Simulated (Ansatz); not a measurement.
System: Ta₃N₅, space group Cmcm (No. 63).

Structure:
```yaml
crystal:
  lattice:
    - [1.93888, -5.10802, 0.00000]
    - [1.93888, 5.10802, 0.00000]
    - [0.00000, 0.00000, 10.23780]
  atoms:
    - { symbol: Ta, position: [0.80122, 0.19878, 0.25000] }
    - { symbol: Ta, position: [0.19878, 0.80122, 0.75000] }
    - { symbol: Ta, position: [0.86629, 0.13371, 0.55930] }
    - { symbol: Ta, position: [0.13371, 0.86629, 0.05930] }
    - { symbol: Ta, position: [0.13371, 0.86629, 0.44070] }
    - { symbol: Ta, position: [0.86629, 0.13371, 0.94070] }
    - { symbol: N, position: [0.23585, 0.76415, 0.25000] }
    - { symbol: N, position: [0.76415, 0.23585, 0.75000] }
    - { symbol: N, position: [0.95300, 0.04700, 0.11992] }
    - { symbol: N, position: [0.04700, 0.95300, 0.61992] }
    - { symbol: N, position: [0.04700, 0.95300, 0.88008] }
    - { symbol: N, position: [0.95300, 0.04700, 0.38008] }
    - { symbol: N, position: [0.69130, 0.30870, 0.07330] }
    - { symbol: N, position: [0.30870, 0.69130, 0.57330] }
    - { symbol: N, position: [0.30870, 0.69130, 0.92670] }
    - { symbol: N, position: [0.69130, 0.30870, 0.42670] }
```

Calculation (Ansatz 0.2.0): third-order Birch-Murnaghan fit to density functional energies at scaled volumes of the given relaxed cell, shape and atoms relaxed at each volume; energies count from the fitted minimum; plane waves with PAW datasets, Γ-centred k mesh. Level: PBEsol, no spin polarisation.

```csv
setting,value
wave cutoff,420 eV
k mesh,8×8×4
occupations,Gaussian
smearing width,0.02 eV
```

Predict the energy above the minimum, pressure and gap on the k mesh against volume. The volume takes the values 11.153, 11.534, 11.914, 12.294, 12.674, 13.054, 13.435, 13.942 Å³/atom.

A third-order Birch–Murnaghan fit gives V0 = 12.67 Å³/atom, B0 = 252 GPa and B′ = 4.2. The energy above the minimum is 179.2 meV/atom at volume 11.153 Å³/atom and 84.4 meV/atom at 13.942 Å³/atom; the lowest computed point is at volume 12.674 Å³/atom (−0.1 meV/atom). The pressure falls from 41.93 GPa at volume 11.153 Å³/atom to −19.43 GPa at 13.942 Å³/atom, and changes sign near 12.67 Å³/atom. The gap on the k mesh stays open and runs from 1.006 eV at volume 11.153 Å³/atom to 1.211 eV at 13.942 Å³/atom.

```tsv
volume (Å³/atom)	energy above the minimum (meV/atom)	pressure (GPa)	gap on the k mesh (eV)
11.153	179.2	41.93	1.006
11.534	95.3	29.03	1.063
11.914	40.0	17.85	1.103
12.294	9.4	8.23	1.132
12.674	-0.1	-0.03	1.153
13.054	8.5	-7.07	1.174
13.435	32.6	-13.04	1.192
13.942	84.4	-19.43	1.211
```

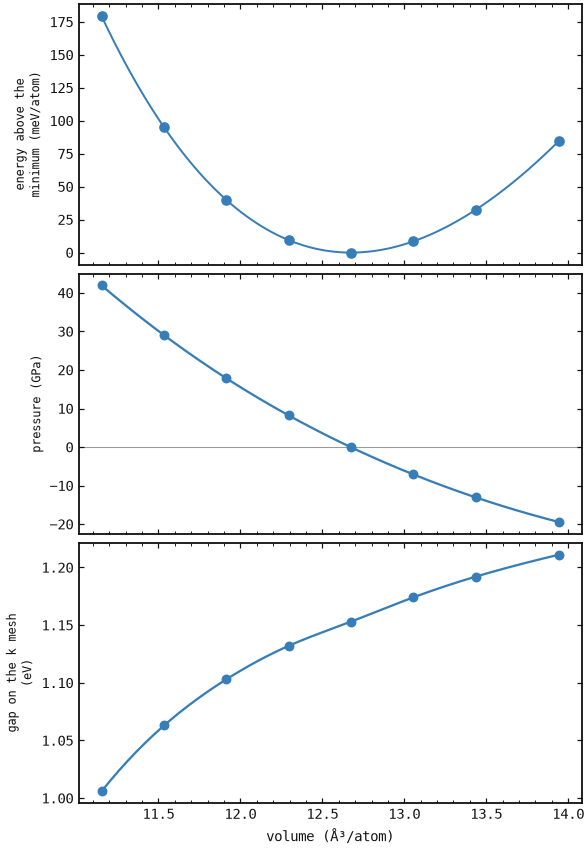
